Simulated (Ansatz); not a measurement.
# Run report: CuO, band-structure calculation

CuO (4 atoms in the cell), computed with DFT PBE, scalar-relativistic, plane waves, PAW, no spin polarisation (Ansatz 0.2.0).

The structure derives from an entry of the Crystallography Open Database. Figures and captions count atoms from 1; the log counts them from 0 in places.

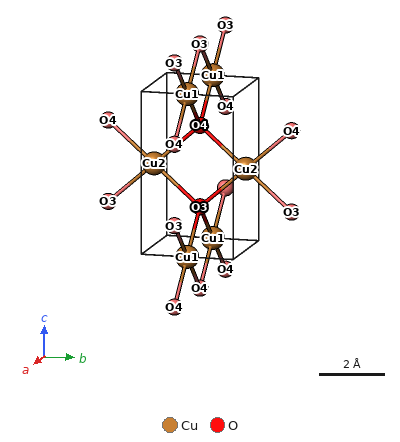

Fig. 1: The input geometry (ball-and-stick view of the cell of the calculation, seen slightly off an axis; neighbours outside the cell are drawn fainter; atoms are numbered from 1 in the order of the input). Near neighbours in the crystal (not all of them lie inside the picture): Cu has 4 O at 1.96 Å; O has 4 Cu at 1.96 Å.

**Key numbers**

| quantity | value |
| --- | --- |
| outcome | converged |
| space group (tolerance 0.01 Å) | Cccm (66) |
| electrons treated | 50 |
| free energy | −14382.5704 eV |
| Fermi energy | 10.698 eV |
| gap on the k-point mesh | none (metallic) |
| pressure | 0.00 GPa |
| largest force (length of the vector) | under 0.001 eV/Å |
| hardware | 1 thread of Intel Xeon @ 2.50GHz (Skylake/Cascade Lake), 192 GiB of memory available, shared host |
| wall time | 3.1 min |
| peak memory | 1.4 GiB |

**Notes**

The run has no spin polarisation, so a magnetic state may lie lower.

**Input file**
```yaml
crystal:
  lattice:
    - [2.0814198443, -2.082418997, 0.1629647992]
    - [2.0814198443, 2.082418997, 0.1629647992]
    - [-0.4035310904, 0.0, 5.1352739957]
  atoms:
    - { symbol: Cu, position: [0.0, 0.5, 0.0] }
    - { symbol: Cu, position: [0.5, 0.0, 0.5] }
    - { symbol: O, position: [0.5000828534, 0.4999171466, 0.25] }
    - { symbol: O, position: [0.4999171466, 0.5000828534, 0.75] }
basis:
  ecutwfc: 420
kpoints:
  mp_grid: { grid: [14, 14, 8] }
  band_path:
    path:
      - [[0.0, 0.0, 0.0], [-0.49871544, 0.49871544, 0.0]]
      - [[-0.50128456, -0.49871544, 0.0], [-0.5, -0.5, 0.0], [0.0, 0.0, 0.0], [-0.5, -0.5, 0.5], [-0.50134171, -0.49865829, 0.5]]
      - [[-0.49865829, 0.49865829, 0.5], [0.0, 0.0, 0.5], [0.0, 0.0, 0.0]]
      - [[-0.5, 0.0, 0.5], [0.0, 0.0, 0.0], [-0.5, 0.0, 0.0]]
    npoints: 14
hamiltonian:
  xc: pbe
scf:
  occupations: { method: gaussian, width: 0.1 }
  n_extra_bands: 10
output:
  forces: true
  stress: true
  eigenvalues: true
  populations: true
  dos: { projected: true, de: 0.02, nscf_kmesh: { grid: [21, 21, 12] } }
  bader: true
  write_density: true
  write_potential: true
  elf: true
  volumetric_format: npy
```

Launched with:
```bash
ansatz run input.yaml --threads 1 --pin off --max-ram 2560MiB --backend cpu --events-out ev --progress --plain --runs-dir out
```

**Output**
```
scf.n_extra_bands = 10 over 25 filled bands (N_el = 50.0): the run solves 35 bands
Engine: ansatz 0.2.0, x86_64-unknown-linux-gnu
Pseudopotentials: kind: paw
Pseudopotential: Cu, paw, valence charge 19, recommended cutoff 420 eV (normal), Cu.paw.azcp
Pseudopotential: O, paw, valence charge 6, recommended cutoff 420 eV (normal), O.paw.azcp
Functional definition: PBE
  parameter kappa = 0.804
  parameter beta = 0.06672455060314922
  exchange = pbe_x(kappa = kappa, mu = beta*pi^2/3)
  correlation = pbe_c(beta = beta)
Crystal: 4 atoms, lattice volume = 44.790 Å³
Basis set: ecut = 420 eV, 845 PW (Γ), exchange–correlation on 40×40×72 points (8 copies of the dense FFT grid, shifted against one another)
Bands: 35, of which v1, the nominal top of the filled ones, is band 25 counted from 1 (24 counted from 0)
Symmetry: 4 space group operations
Space group: C2/c (ITA 15), of the structure as read, at distance tolerance 3.6e-5 Å
k-points: 429 of 1568
Non-local potential: Cu, projectors of the file, l = 0: 3, l = 1: 2, l = 2: 3, l = 3: 1
Non-local potential: O, projectors of the file, l = 0: 2, l = 1: 2, l = 2: 1
PAW form: soft (Blöchl's): semilocal exchange-correlation on the pseudo side does not see the compensation charge
PAW one-centre angular grid: Cu, 590 points (default); XC on 64 Gauss nodes
PAW one-centre angular grid: O, 110 points (default); XC on 64 Gauss nodes
Initial density: superposition of atomic densities (neutral atoms: chi_scale 0, normalization atom), corrected by the library's trained network
Initial wavefunctions: pseudopotential atomic-orbital guess
Functional: x = pbe(κ = 0.804, μ = 0.2195149727645171), c = pbe(β = 0.06672455060314922)
SCF iter   1: F=—  HF=-14382.571046 eV  |F-HF|=—  |Δ(HF+E_count)|=         —  Δρ=5.59e-3  dr2=4.53e-3  ethr=1.77e-3  ⟨swp⟩=4.9  Hψ=55079  notcnv=0  defer=173
preconditioner: auto → LDOS  [metal: Δε(μ)=0.008 eV  Ē_g=15.201 eV  σ=0.100 eV  W_gap=0.05  n_scr=16 (ndim 8)  ℏωp=32.4 eV  f_vac=0.049  D(μ)=2.55/eV (n_scr^D=20)  β→1.0]
SCF iter   2: F=—  HF=-14382.570608 eV  |F-HF|=—  |Δ(HF+E_count)|=   4.38e-4  Δρ=1.62e-3  dr2=4.80e-4  ethr=9.07e-6  ⟨swp⟩=2.0  Hψ=25395  notcnv=0  defer=333
SCF iter   3: F=—  HF=-14382.570525 eV  |F-HF|=—  |Δ(HF+E_count)|=   8.23e-5  Δρ=5.90e-4  dr2=9.57e-5  ethr=9.60e-7  ⟨swp⟩=2.0  Hψ=20942  notcnv=0  defer=333
SCF iter   4: F=—  HF=-14382.570382 eV  |F-HF|=—  |Δ(HF+E_count)|=   1.43e-4  Δρ=5.67e-4  dr2=9.12e-5  ethr=1.91e-7  ⟨swp⟩=2.0  Hψ=24339  notcnv=0  defer=333
SCF iter   5: F=—  HF=-14382.570369 eV  |F-HF|=—  |Δ(HF+E_count)|=   1.38e-5  Δρ=2.92e-4  dr2=2.32e-5  ethr=1.82e-7  ⟨swp⟩=1.0  Hψ=13619  notcnv=0  defer=333
SCF iter   6: F=—  HF=-14382.570364 eV  |F-HF|=—  |Δ(HF+E_count)|=   4.26e-6  Δρ=7.96e-5  dr2=1.74e-6  ethr=4.63e-8  ⟨swp⟩=2.2  Hψ=16681  notcnv=0  defer=333
SCF iter   7: F=-14382.570364 eV  HF=-14382.570364 eV  |F-HF|=3.55e-8  |Δ(HF+E_count)|=   2.88e-7  Δρ=1.14e-5  dr2=3.62e-8  ethr=2.00e-10  ⟨swp⟩=9.8  Hψ=105329  notcnv=0
SCF 1 converged in 7 iterations: F = -14382.570364 eV  dr2 = 3.62e-8
  greatest PAW one-centre occupation: 1.000 electrons in one spin orbital (limit 2), on the Cu atom at site 1 (counted from 0), in its partial waves of l = 0
```

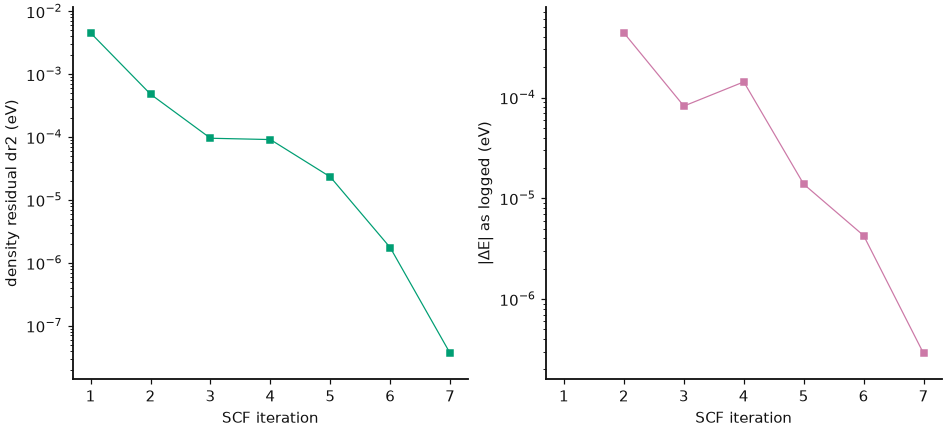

Fig. 2: Convergence of the self-consistent field: density residual dr2 and size of the energy change against the SCF iteration. The residual falls at every step.

```
NSCF: frozen V_eff on 130 k-points
NSCF: frozen V_eff on 1397 k-points
SCF converged after 7 iterations
Free energy (F): -14382.570364 eV
Harris-Foulkes:  -14382.570364 eV  (|F-HF|=3.55e-8)
Internal energy: -14382.557429 eV  (E = F + TS)
E sigma→0 (E₀):  -14382.563897 eV
Entropy (-TS):   -0.012935 eV (-3.234 meV/atom)
Fermi energy:    10.698316 eV
--- Per-component energies (eV) ---
  E_band       = -934.362158
  E_kinetic    = 941.020136
  E_local      = -10195.967110  (includes V_loc(G=0)·N_el)
  E_nonlocal   = 876.020984
  E_hartree    = 4412.996564
  E_xc         = -323.247780
  E_vxc        = -414.858460  (∫ρ·V_xc dr)
  E_paw        = -3637.432097  (= ΣΔE_a)
  E_vpaw       = -966.555167  (= ΣTr[D̂ρ^β])
  E_aug_tail   = 0.005529  (compensation charges beyond the density's cutoff)
  E_ewald      = -6455.953655
  E_smearing   = -0.012935  (= −TS)
  E_closure    = -0.000000  (closes the sum)
  Σ components = -14382.570364   (vs F -14382.570364, Δ=0.00e0)
--- Forces (eV/Å), atoms counted from 1 ---
  atom   1  Cu     0.00000000     0.00000000     0.00000000
  atom   2  Cu    -0.00000000    -0.00000000    -0.00000000
  atom   3  O     -0.00000000     0.00022686     0.00000000
  atom   4  O      0.00000000    -0.00022686    -0.00000000
  max |Σ_I F_I| component: 1.01e-28 eV/Å
--- Stress (GPa, compression-positive) ---
       -0.019170      -0.000000      -0.000098
       -0.000000       0.022111       0.000000
       -0.000098       0.000000       0.007446
  P = ⅓ Tr σ = 0.0035 GPa (0.035 kbar)
--- Band table (eV; the first three rows and the last of 429) ---
  k-point 0: bands = ["-102.0054", "-102.0051", "-59.4996", "-59.4996", "-59.4656", "-59.4603", "-59.1623", "-59.1623", "-9.0812", "-7.7775", "2.6274", "5.2866", "5.2918", "6.9949", "7.2249", "7.2253", "7.4444", "7.7391", "8.2334", "8.3220", "8.3241", "8.3406", "8.4309", "8.8002", "11.3511", "11.3572", "12.0363", "16.7185", "17.8997", "23.7920", "25.0140", "25.0169", "25.3322", "26.3941", "26.4355"]
  k-point 1: bands = ["-102.0054", "-102.0051", "-59.4996", "-59.4996", "-59.4654", "-59.4605", "-59.1623", "-59.1623", "-9.0398", "-7.8383", "2.7808", "5.2920", "5.2969", "6.9891", "7.1454", "7.1455", "7.4278", "7.4451", "8.2888", "8.3440", "8.4275", "8.4489", "8.4512", "8.7619", "11.2842", "11.2900", "12.2589", "16.2172", "18.5353", "23.8426", "25.0829", "25.0927", "25.0938", "26.3789", "26.3823"]
  k-point 2: bands = ["-102.0054", "-102.0052", "-59.4996", "-59.4996", "-59.4649", "-59.4611", "-59.1623", "-59.1623", "-8.9192", "-8.0050", "3.2205", "5.3052", "5.3090", "6.5485", "6.9931", "6.9931", "7.1872", "7.4411", "8.3342", "8.3537", "8.4176", "8.6612", "8.7306", "8.7332", "11.1071", "11.1121", "12.7900", "15.4794", "19.6528", "23.9983", "24.4309", "25.2948", "25.2957", "25.9028", "26.3394"]
  k-point 428: bands = ["-102.0043", "-102.0043", "-59.5100", "-59.5100", "-59.4610", "-59.4610", "-59.1705", "-59.1705", "-7.7550", "-7.7550", "4.8881", "4.8881", "5.0151", "5.0151", "5.3233", "5.3233", "7.8297", "7.8297", "8.3574", "8.3574", "8.8019", "8.8019", "9.2836", "9.2836", "10.1751", "10.1751", "14.6467", "14.6467", "20.9831", "20.9831", "22.0375", "22.0375", "26.0636", "26.0636", "26.8597"]
--- Löwdin populations: 4 sites ---
  site symbol       q [e]
     0     Cu     18.0142
     1     Cu     18.0142
     2      O      6.8759
     3      O      6.8759
  spilling = 0.004396 (of n_electrons = 50.000000)
--- Bader charges: 4 sites ---
  site symbol  charge [e]  shift [e]
     0     Cu      0.9730     0.0062
     1     Cu      0.9730     0.0062
     2      O     -0.9730     0.0062
     3      O     -0.9730     0.0062
  estimated error of the sums over rays = 2.4e-4 e
```

**File bader_charges.tsv**
```
# site	symbol	x_ang	y_ang	z_ang	partial_charge_e	electrons	volume_ang3	relative_density_drop	shared_charge_e	partial_wave_shift_e
# quadrature_error_electrons = 2.4e-4
0	Cu	1.0407	1.0412	0.0815	0.97299	28.02701	11.33	-	0.97299	0.00619
1	Cu	0.8389	-1.0412	2.6491	0.97300	28.02700	11.33	-	0.97300	0.00619
2	O	1.9805	-0.0003	1.4468	-0.97300	8.97300	11.07	-	-0.97300	0.00619
3	O	1.7788	0.0003	4.0144	-0.97298	8.97298	11.07	-	-0.97298	0.00619
```

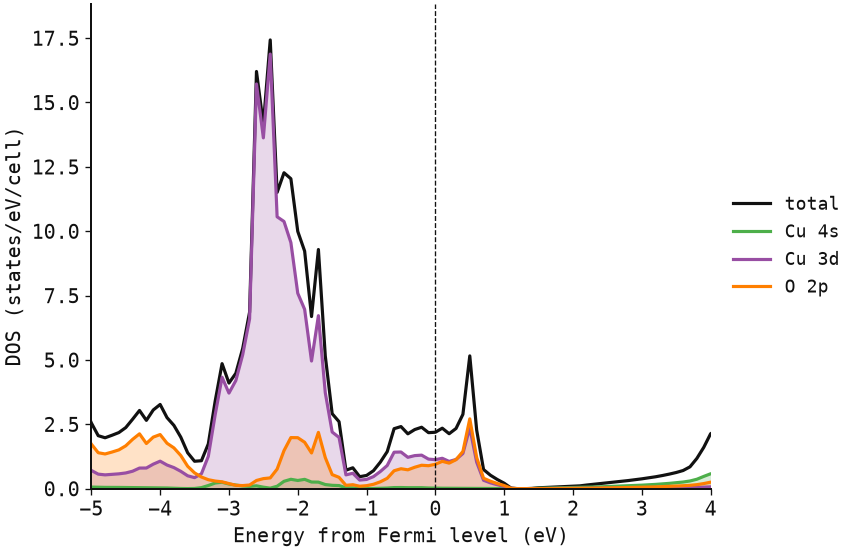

Fig. 3: Density of states (projected on Löwdin-orthogonalised atomic shells), with energies from the Fermi level. There are states at the Fermi level: a metal at this level of theory.

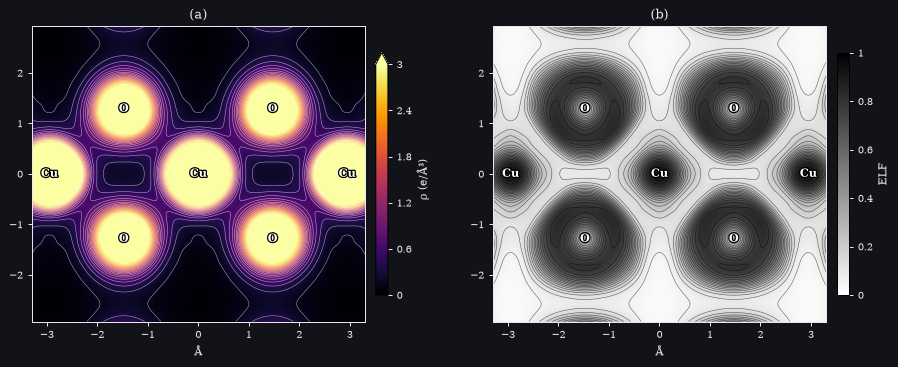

Fig. 4: (a) valence charge density (pseudo); (b) ELF on the (100) plane of the conventional cell. Atoms in the plane: Cu and O. Cu–O (1.96 Å): ρ is about 0.64 e/Å³ halfway; the ELF is about 0.20 at the midpoint; no shared pair; the contact is polar. Away from the nuclei the density in this plane falls to 0.03 e/Å³ at its lowest. The strong features right at Cu lie inside the PAW spheres (semicore, d or f shells) and say nothing about bonding. Core electrons are frozen (PAW), so the fields are smoothed inside the atomic spheres.

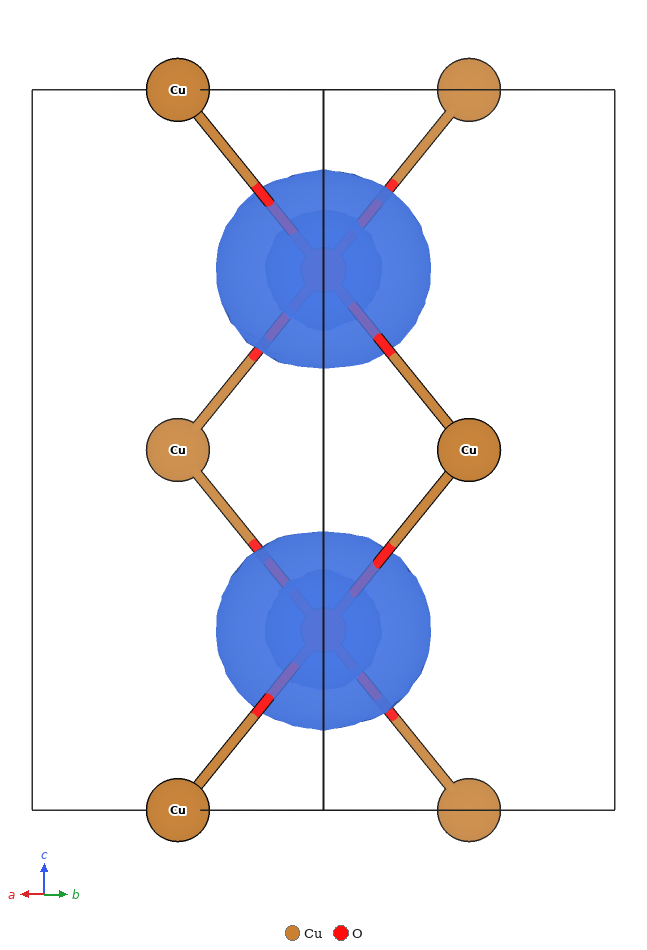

Fig. 5: Isosurface of the electron localisation function at 0.75 (blue), seen along [110]. Core shells and regions of very low density are left out. Sticks mark near contacts. The outline is the cell set on symmetry axes. Values along the shortest contacts: Cu–O (1.96 Å): the ELF is about 0.20 at the midpoint; a polar contact without a shared pair, in a metal.
